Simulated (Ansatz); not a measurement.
NaBr, space group Fm-3m (No. 225), a = 5.941 Å, b = 5.941 Å, c = 5.941 Å, α = 90.00°, β = 90.00°, γ = 90.00°

```tsv
site	Wyckoff	x	y	z
Na	4a	0.0000	0.0000	0.0000
Br	4b	0.5000	0.0000	0.0000
```

Source: the end point of a relaxation at a target pressure of 1 GPa with Ansatz, DFT PBE, scalar-relativistic, plane waves, PAW.

Describe the coordination of Na.

NaBr6: an essentially ideal octahedron (coordination number 6, S = 0.00; next best trigonal prism, S = 16.7). Bonds: 6 × Na–Br 2.97 Å. The next neighbour, not counted, lies at 4.20 Å.

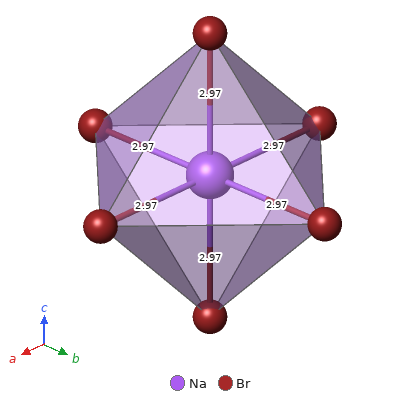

The polyhedron about Na. The shape measure S (0 to 100) is the computed least-squares distance from an ideal polyhedron; S = 0 means ideal.
